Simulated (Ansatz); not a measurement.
System: a (100) slab cut from Al (Fm-3m), 36 atoms in the cell, the slab at its places in the relaxed adsorbed structure; a = 8.45 Å, b = 8.45 Å, c = 26.63 Å, α = 90.00°, β = 90.00°, γ = 90.00°.

Computed with Ansatz: DFT PBE+D3(BJ), scalar-relativistic, plane waves, PAW, no spin polarisation, 3×3×1 k mesh.

What does the potential across the slab give for the work function?

The work function is 4.38 eV, the same on both faces. The two vacuum levels agree, so the slab has no net dipole along its normal. The outermost atoms are 6.4 Å apart, which leaves 20.2 Å of vacuum in a cell 26.6 Å high.

The atoms aren't at rest in this cell (largest force 0.6 eV/Å), so the relaxed material can differ.

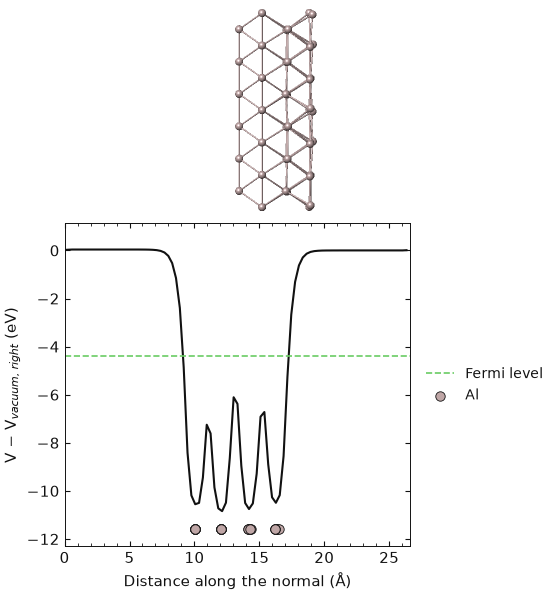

Plane-averaged electrostatic potential energy of an electron across the slab; circles at the bottom mark the heights of the atoms. The structure is drawn too.
